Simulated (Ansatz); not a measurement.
**ZnSe2: densities and their changes**

Space group Pa-3; the calculation finds a residual pressure of about −2 GPa at this fixed cell. The cell comes from a database of computed structures, not from a measurement.

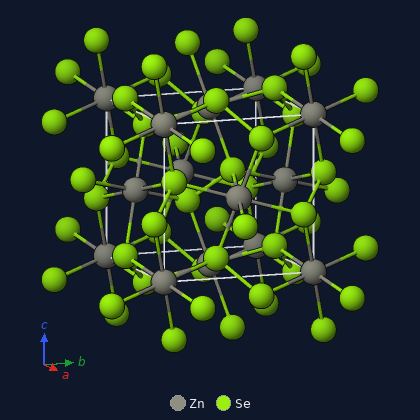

The conventional cell.

Input file:

```
crystal:
  lattice:
    - [6.374129, 0.0, 0.0]
    - [0.0, 6.374129, 0.0]
    - [0.0, 0.0, 6.374129]
  atoms:
    - { symbol: Zn, position: [0.5, 0.5, 0.0] }
    - { symbol: Zn, position: [0.5, 0.0, 0.5] }
    - { symbol: Zn, position: [0.0, 0.5, 0.5] }
    - { symbol: Zn, position: [0.0, 0.0, 0.0] }
    - { symbol: Se, position: [0.108523, 0.891477, 0.391477] }
    - { symbol: Se, position: [0.891477, 0.391477, 0.108523] }
    - { symbol: Se, position: [0.391477, 0.108523, 0.891477] }
    - { symbol: Se, position: [0.608523, 0.608523, 0.608523] }
    - { symbol: Se, position: [0.891477, 0.108523, 0.608523] }
    - { symbol: Se, position: [0.108523, 0.608523, 0.891477] }
    - { symbol: Se, position: [0.608523, 0.891477, 0.108523] }
    - { symbol: Se, position: [0.391477, 0.391477, 0.391477] }
basis:
  ecutwfc: 500
  fft_grid_basis: typed
kpoints:
  mp_grid: { grid: [4, 4, 4] }
hamiltonian:
  xc: r2scan
  pseudopotentials: { kind: paw }
scf:
  occupations: { method: gaussian, width: 0.05 }
output:
  forces: true
  stress: true
  eigenvalues: true
  bader: true
  write_density: true
  volumetric_format: npy
  elf: true
```

Run with:

```sh
ansatz run input.yaml --threads 2 --pin off --max-ram 4096MiB --backend cpu --events-out ev --progress --plain --runs-dir out
```

The picture shows the conventional cell (a = 6.37 Å, b = 6.37 Å, c = 6.37 Å, α = 90.00°, β = 90.00°, γ = 90.00°).

Method: Ansatz, DFT r2SCAN, scalar-relativistic, plane waves, PAW.

Core electrons are frozen (PAW), so the maps are meaningful between the atoms, not at the nuclei.

Part 1: Bonding charge

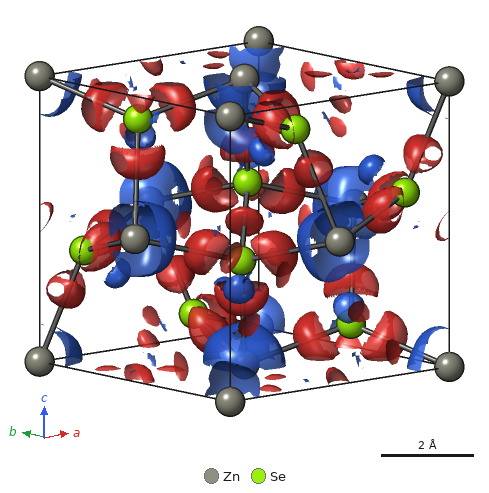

*Density of the crystal less the sum of free-atom densities: red surfaces at +0.06 and blue ones at −0.06 e/Å³, in the conventional cell seen at an oblique angle (the regions close to the nuclei are left out). Cores are masked to 0.8 Å (Zn) and 0.8 Å (Se).*

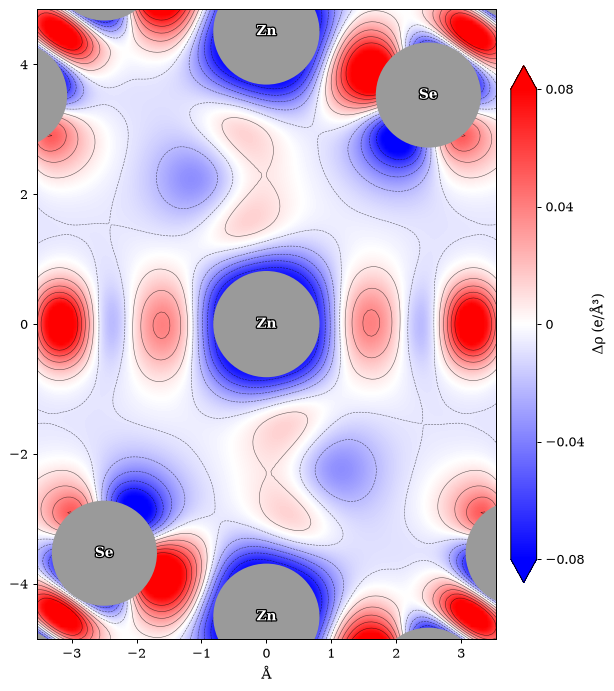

Also shown: a map on the (101) plane of the conventional cell, with grey discs over the atomic cores.

Question: Read the map: where is density gained and where lost?

Answer: Se–Se (2.40 Å): Δρ is +0.11 e/Å³ at the midpoint, where it peaks: covalent bond charge. Se–Zn (2.68 Å): Δρ is +0.06 e/Å³ at the midpoint. Over the whole cell, outside the masked cores, the largest gain, 0.12 e/Å³, lies 0.9 Å from a selenium nucleus, and the largest loss lies at the edge of the masked core of Se. The rearranged charge, half the integral of |Δρ|, is about 0.24 e an atom. Bader charges: Zn +0.88 and Se −0.44 e.

Part 2: Change of volume

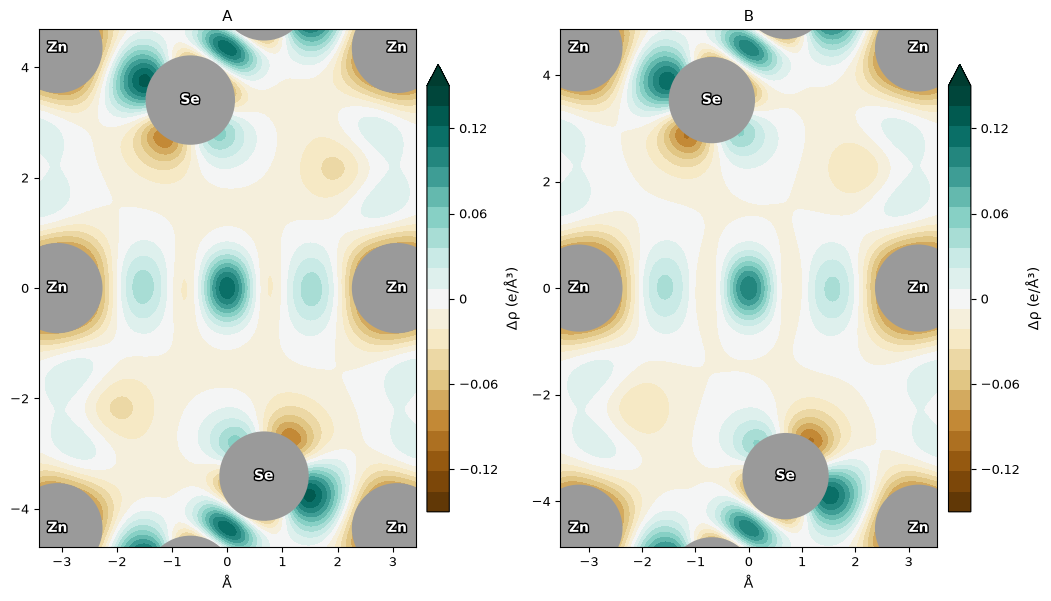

ZnSe2: deformation density on the (011) plane of the conventional cell at two volumes, with the same fractional coordinates and one colour scale. Grey discs cover the cores. Panel A has 90 % of the volume of panel B.

Question: How do bonds, bonding charge and pressure respond to this change of volume?

Answer: From B to A, Se–Se goes from 2.40 to 2.31 Å, and Δρ at its midpoint from +0.11 to +0.12 e/Å³.
From B to A, Se–Zn goes from 2.68 to 2.59 Å, and Δρ at its midpoint from +0.06 to +0.07 e/Å³.
The pressure is −2.2 GPa in B and 6.3 GPa in A.
Bader charges stay at Zn +0.88 and Se −0.44 e.
The rearranged charge is 0.24 e an atom in B and 0.23 e in A.
The scaled cell isn't relaxed: forces reach 0.4 eV/Å.

Part 3: Moving an atom

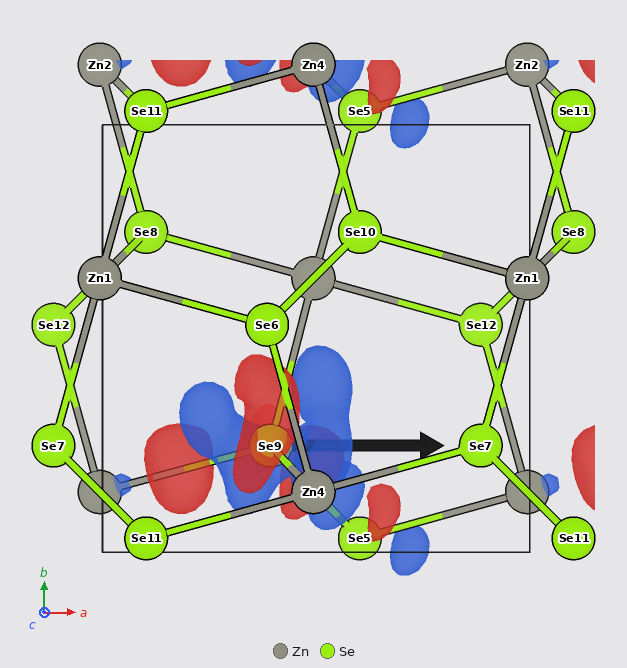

Se9 was moved by 0.05 Å along [1 0 0] in the axes of the cell drawn (arrow, not to scale). Change of the density less the rigid motion of the neutral atom's own density: blue surfaces at +0.003 and red ones at −0.003 e/Å³, in the cell of the calculation (origin moved) seen along the c axis.

Question: Describe the electronic response.

Answer: About 0.05 e is rearranged in the cell. Outside the cores the largest gain, 0.010 e/Å³, lies 0.9 Å from a selenium nucleus, and the largest loss lies at the edge of the masked core of Se.

Question: How much does the computed force on the atom change?

Answer: The force on it changes by 0.35 eV/Å along the move, against it: a stiffness of about 6.9 eV/Å² for this sublattice shift.

Part 4: Taking out a sublattice

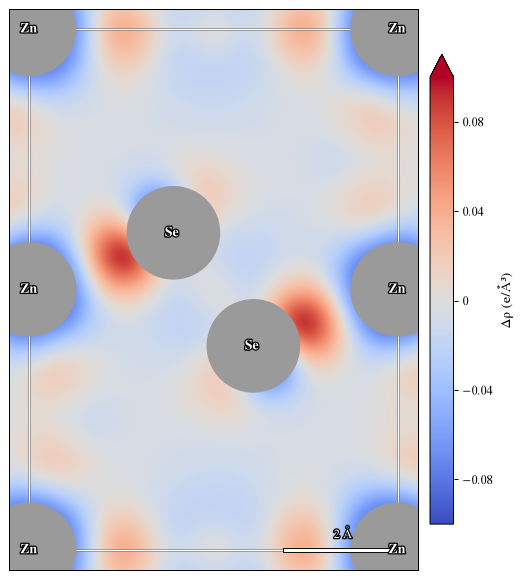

Density of the crystal less the densities of its Zn sublattice and of the rest (Se), each computed alone with the atoms in place (the rest with spin, the Zn sublattice without): a map on the (101) plane of the conventional cell, with grey discs over the atomic cores. Cores are masked to 0.8 Å (Zn) and 0.8 Å (Se).

Question: Which way does charge flow, and where does it go?

Answer: Over the whole cell, outside the masked cores, the largest gain, 0.09 e/Å³, lies 0.9 Å from a selenium nucleus, and the largest loss lies at the edge of the masked core of Zn. About 0.5 e is rearranged for each Zn atom. By Bader's partition Zn carries +0.88 e, so it gives electrons to the rest.

Question: How much energy binds the Zn sublattice to the rest, with both frozen?

Answer: E(crystal) − E(Zn sublattice) − E(rest) is −4.0 eV for each Zn atom (negative: bound). The references are the frozen sublattices, not the elements, so this isn't a formation energy. A moment in a sublattice run without spin would make it less negative.

Part 5: Putting it together

Charge passes from Zn (Pauling electronegativity 1.65) to Se (2.55), the direction that the scale predicts; the Bader charges fall short of whole formal charges, as they usually do. The two pressures give a mean stiffness −ΔP/Δln V of about 81 GPa over this range, with the atoms held at their fractional positions.
